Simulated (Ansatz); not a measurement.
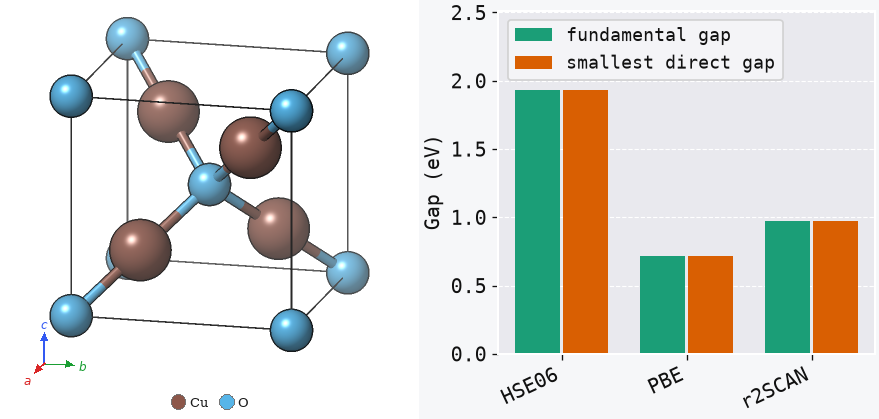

Gaps of Cu2O, space group Pn-3m, 6 atoms in the cell, hydrostatic strain −4.0%, at several levels of theory on one cell (Ansatz, plane waves and PAW; edges over the mesh and the special points).

Question: How does the gap depend on the level, and does its kind change?

Answer: In rising order: PBE 0.71 eV, r2SCAN 0.97 eV and HSE06 1.93 eV. It is direct at every level.
